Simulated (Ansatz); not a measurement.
## C: a changed input and its effect

System: C (4 atoms in the cell).
Method of the first run: DFT PBE+D3(BJ), scalar-relativistic, plane waves, PAW, no spin polarisation (Ansatz 0.2.0).

The structure derives from an entry of the Crystallography Open Database. Text and figures count atoms from 1; the logs count them from 0 in places.

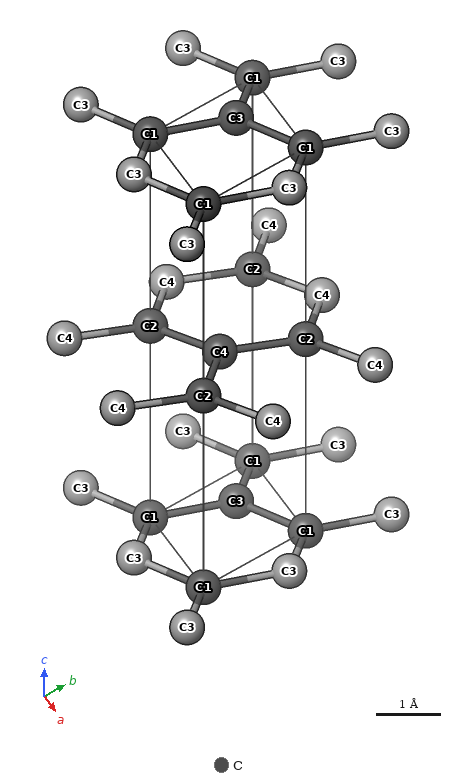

**Figure 1.** The input geometry (ball-and-stick view of the cell of the calculation, seen at an oblique angle; neighbours outside the cell are drawn fainter; atoms are numbered from 1 in the order of the input). An atom can appear more than once, as a periodic image.

## Input, the first run
```yaml
crystal:
  lattice:
    - [2.4699988104, 0.0, 0.0]
    - [-1.2349994052, 2.1390817171, 0.0]
    - [0.0, 0.0, 6.79]
  atoms:
    - { symbol: C, position: [0.0, 0.0, 0.0] }
    - { symbol: C, position: [0.0, 0.0, 0.5] }
    - { symbol: C, position: [0.3333333333, 0.6666666667, 0.005] }
    - { symbol: C, position: [0.6666666667, 0.3333333333, 0.505] }
basis:
  ecutwfc: 420
kpoints:
  mp_grid: { grid: [12, 12, 4] }
hamiltonian:
  xc: pbe
  dispersion: d3bj
scf:
  occupations: { method: gaussian, width: 0.1 }
output:
  forces: true
  stress: true
  eigenvalues: true
```

Command:
```bash
ansatz run input.yaml --threads 2 --pin off --max-ram 5120MiB --backend cpu --events-out ev --progress --plain --runs-dir out
```

Hardware: 2 threads of AMD EPYC (Zen 3), 32 GiB of memory available, shared host.

## Output, shortened to warnings, some set-up lines, iterations and results (the first run)
```
Basis set: ecut = 420 eV, 665 PW (Γ), exchange–correlation on 36×36×96 points (8 copies of the dense FFT grid, shifted against one another)
Symmetry: 12 space group operations
k-points: 57 of 576 (time reversal used)
Initial density: superposition of atomic densities (neutral atoms: chi_scale 0, normalization atom), corrected by the library's trained network
[...]
SCF iter   1: F=—  HF=-1004.313077 eV  |F-HF|=—  |Δ(HF+E_count)|=         —  Δρ=2.66e-3  dr2=2.21e-3  ethr=1.77e-3  ⟨swp⟩=5.3  Hψ=3695  notcnv=0
SCF iter   2: F=—  HF=-1004.313530 eV  |F-HF|=—  |Δ(HF+E_count)|=   4.54e-4  Δρ=1.61e-3  dr2=9.94e-4  ethr=1.38e-5  ⟨swp⟩=1.8  Hψ=1395  notcnv=0
SCF iter   3: F=—  HF=-1004.313451 eV  |F-HF|=—  |Δ(HF+E_count)|=   7.88e-5  Δρ=2.82e-4  dr2=1.10e-5  ethr=6.21e-6  ⟨swp⟩=2.1  Hψ=1136  notcnv=0
SCF iter   4: F=—  HF=-1004.313481 eV  |F-HF|=—  |Δ(HF+E_count)|=   2.92e-5  Δρ=3.84e-5  dr2=5.53e-7  ethr=6.88e-8  ⟨swp⟩=2.4  Hψ=1099  notcnv=0
SCF iter   5: F=-1004.313481 eV  HF=-1004.313481 eV  |F-HF|=8.92e-9  |Δ(HF+E_count)|=   9.54e-8  Δρ=1.13e-5  dr2=2.32e-8  ethr=3.46e-9  ⟨swp⟩=2.4  Hψ=1139  notcnv=0
SCF iter   6: F=-1004.313481 eV  HF=-1004.313481 eV  |F-HF|=3.34e-10  |Δ(HF+E_count)|=   2.75e-9  Δρ=2.03e-6  dr2=5.84e-10  ethr=1.45e-10  ⟨swp⟩=2.3  Hψ=2526  notcnv=0
SCF 1 converged in 6 iterations: F = -1004.313481 eV  dr2 = 5.84e-10
SCF converged after 6 iterations
Free energy (F): -1004.313481 eV
Harris-Foulkes:  -1004.313481 eV  (|F-HF|=3.34e-10)
Internal energy: -1004.311539 eV  (E = F + TS)
E sigma→0 (E₀):  -1004.312510 eV
Entropy (-TS):   -0.001942 eV (-0.485 meV/atom)
Fermi energy:    6.798086 eV
--- Per-component energies (eV) ---
  E_band       = -36.701099
  E_kinetic    = 362.960991
  E_local      = -621.308507  (includes V_loc(G=0)·N_el)
  E_nonlocal   = 109.039493
  E_hartree    = 188.632618
  E_xc         = -191.855039
  E_vxc        = -237.539899  (∫ρ·V_xc dr)
  E_paw        = -397.297951  (= ΣΔE_a)
  E_vpaw       = -27.118228  (= ΣTr[D̂ρ^β])
  E_aug_tail   = 0.000029  (compensation charges beyond the density's cutoff)
  E_ewald      = -453.866923
  E_disp       = -0.616250  (pairwise vdW)
  E_smearing   = -0.001942  (= −TS)
  E_closure    = 0.000000  (closes the sum)
  Σ components = -1004.313481   (vs F -1004.313481, Δ=0.00e0)
--- Forces (eV/Å), atoms counted from 1 ---
  atom   1  C      0.00000000    -0.00000000     0.56820158
  atom   2  C      0.00000000     0.00000000     0.56820158
  atom   3  C      0.00000000     0.00000000    -0.56823289
  atom   4  C      0.00000000    -0.00000000    -0.56823289
  max |Σ_I F_I| component: 6.26e-5 eV/Å
--- Stress (GPa, compression-positive) ---
       -2.551907      -0.000000       0.000000
        0.000000      -2.551907       0.000000
        0.000000       0.000000      -0.455243
  P = ⅓ Tr σ = -1.8530 GPa (-18.530 kbar)
```

For the second run the input was changed thus:
```diff
-    - [2.4699988104, 0.0, 0.0]
-    - [-1.2349994052, 2.1390817171, 0.0]
-    - [0.0, 0.0, 6.79]
+    - [2.4649796696, 0.0, 0.0]
+    - [-1.2324898348, 2.1347350137, 0.0]
+    - [0.0, 0.0, 6.7384332467]
-    - { symbol: C, position: [0.0, 0.0, 0.0] }
-    - { symbol: C, position: [0.0, 0.0, 0.5] }
-    - { symbol: C, position: [0.3333333333, 0.6666666667, 0.005] }
-    - { symbol: C, position: [0.6666666667, 0.3333333333, 0.505] }
+    - { symbol: C, position: [0.0, 0.0, 0.0025000175] }
+    - { symbol: C, position: [0.0, 0.0, 0.5025000175] }
+    - { symbol: C, position: [0.3333333333, 0.6666666667, 0.0024999825] }
+    - { symbol: C, position: [0.6666666667, 0.3333333333, 0.5024999825] }
-  mp_grid: { grid: [12, 12, 4] }
+  mp_grid: { grid: [18, 18, 6] }
+  algorithm: direct_min
```

What does this change do to the results?

With the same functional and potentials, the second run lies 6.5 meV per atom lower (other lines of the input change too). The pressure goes from −1.85 to −0.01 GPa. The largest force goes from 0.568 to 0.000 eV/Å. The volume per atom goes from 8.97 to 8.86 Å³. The irreducible k-points go from 57 to 148.

## Output, shortened to warnings, some set-up lines, iterations and results (the second run)
```
Basis set: ecut = 420 eV, 665 PW (Γ), exchange–correlation on 36×36×96 points (8 copies of the dense FFT grid, shifted against one another)
Symmetry: 24 space group operations
k-points: 148 of 1944
Initial density: superposition of atomic densities (neutral atoms: chi_scale 0, normalization atom), corrected by the library's trained network
[...]
SCF iter   1: F=—  HF=-1004.338981 eV  |F-HF|=—  |Δ(HF+E_count)|=         —  Δρ=2.58e-3  dr2=2.01e-3  ethr=1.77e-3  ⟨swp⟩=8.7  Hψ=9125  notcnv=0
SCF iter   2: F=—  HF=-1004.339564 eV  |F-HF|=—  |Δ(HF+E_count)|=   5.83e-4  Δρ=8.70e-4  dr2=3.25e-4  ethr=1.26e-5  ⟨swp⟩=3.2  Hψ=4377  notcnv=0  defer=11
SCF iter   3: F=—  HF=-1004.339428 eV  |F-HF|=—  |Δ(HF+E_count)|=   1.36e-4  Δρ=1.47e-4  dr2=7.01e-6  ethr=3.83e-8  ⟨swp⟩=3.2  Hψ=6992  notcnv=0  defer=3
SCF iter   4: F=-1004.339425 eV  HF=-1004.339425 eV  |F-HF|=8.82e-10  |Δ(HF+E_count)|=   2.46e-6  Δρ=5.72e-6  dr2=1.14e-8  ethr=3.83e-8  ⟨swp⟩=2.0  Hψ=2999  notcnv=0  defer=3
SCF 1 converged in 4 iterations: F = -1004.339425 eV  dr2 = 1.14e-8
  Residual-converged pass: ⟨swp⟩=4.0  Hψ=4798  notcnv=0  max |occ|·‖R‖ = 6.6e-6 eV (tolerance 6.7e-6 eV)  dr2=1.56e-8  dr2_onsite=1.24e-10  max |Δocc| = 2.3e-8
SCF converged after 4 iterations
Stability not checked: this state was not tested for a lower state beside it, because a direct minimisation reached the state, and no test of it is asked (direct_minimisation; see scf.lower_state_search)
Free energy (F): -1004.339425 eV
Harris-Foulkes:  -1004.339425 eV  (|F-HF|=8.82e-10)
Internal energy: -1004.338621 eV  (E = F + TS)
E sigma→0 (E₀):  -1004.339023 eV
Entropy (-TS):   -0.000804 eV (-0.201 meV/atom)
Fermi energy:    6.929926 eV
--- Per-component energies (eV) ---
  E_band       = -35.064934
  E_kinetic    = 363.779961
  E_local      = -615.441938  (includes V_loc(G=0)·N_el)
  E_nonlocal   = 109.223252
  E_hartree    = 186.213057
  E_xc         = -192.076207
  E_vxc        = -237.830165  (∫ρ·V_xc dr)
  E_paw        = -397.380956  (= ΣΔE_a)
  E_vpaw       = -27.219978  (= ΣTr[D̂ρ^β])
  E_aug_tail   = 0.000030  (compensation charges beyond the density's cutoff)
  E_ewald      = -458.033513
  E_disp       = -0.622309  (pairwise vdW)
  E_smearing   = -0.000804  (= −TS)
  E_closure    = 0.000000  (closes the sum)
  Σ components = -1004.339425   (vs F -1004.339425, Δ=0.00e0)
--- Forces (eV/Å), atoms counted from 1 ---
  atom   1  C     -0.00000000    -0.00000000     0.00000000
  atom   2  C     -0.00000000     0.00000000     0.00000000
  atom   3  C      0.00000000     0.00000000     0.00000000
  atom   4  C      0.00000000    -0.00000000     0.00000000
  max |Σ_I F_I| component: 1.48e-16 eV/Å
--- Stress (GPa, compression-positive) ---
       -0.004520       0.000000       0.000000
        0.000000      -0.004520       0.000000
        0.000000       0.000000      -0.008280
  P = ⅓ Tr σ = -0.0058 GPa (-0.058 kbar)
```

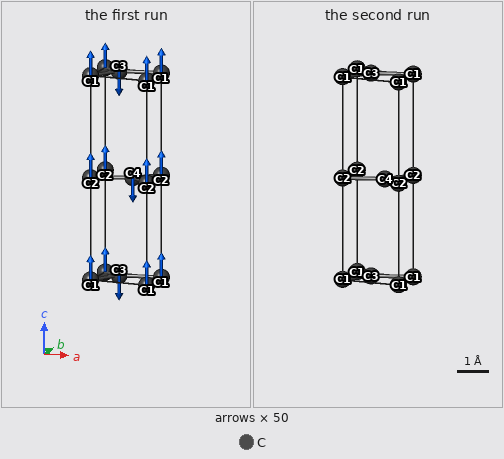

**Figure 2.** The two input geometries at one scale (ball-and-stick view of the cell of the calculation, seen slightly off an axis). The blue arrows on the first give the shifts of the atoms relative to the cell, with their mean removed, magnified 50 times. The largest moves relative to the cell, 0.017 Å, are those of C1, C2, C3 and C4. (The mean shift of all atoms is removed.) Cell: a = b 2.470 → 2.465 Å (−0.2 %), c 6.790 → 6.738 Å (−0.8 %). Volume −1.2 %.

## The two runs side by side

```tsv
quantity	the first run	the second run
outcome	converged	converged
free energy per atom (eV)	−251.0784	−251.0849
energy per atom, smearing taken to zero (eV)	−251.0781	−251.0848
gap on the mesh (eV)	0.00	0.00
pressure (GPa)	−1.85	−0.01
volume per atom (Å³)	8.97	8.86
largest force (eV/Å)	0.568	0.000
SCF iterations	6	–
irreducible k-points	57	148
plane waves at Γ	665	665
wall time (shared host)	0.81 s	2.7 s
```
